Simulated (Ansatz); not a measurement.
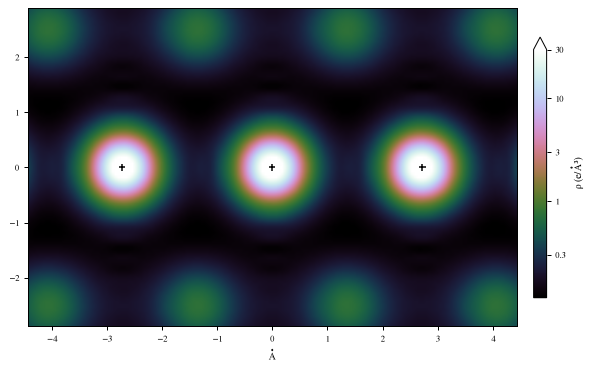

The valence electron density on a plane through atoms (crosses mark nuclei in the plane).

These are results of Kohn-Sham DFT of a periodic cell, LDA, Ansatz PAW in Ansatz 0.2.0, not measurements.

Candidates:
A. Zn, a = 2.72 Å, b = 2.72 Å, c = 5.06 Å, α = 90.00°, β = 90.00°, γ = 120.00°. Space group P6₃/mmc; computed pressure about −12 GPa in this cell.
B. Pd, a = 3.17 Å, b = 3.17 Å, c = 3.17 Å, α = 90.00°, β = 90.00°, γ = 90.00°. Space group Im-3m; a structure from a database of computed crystals, not necessarily the ambient phase; computed pressure about −18 GPa in this cell.

> Which system is this?

Candidate A: Zn on the (010) plane of the conventional cell, which holds Zn. Zn–Zn (2.72 Å): ρ at the midpoint is about 0.23 e/Å³.
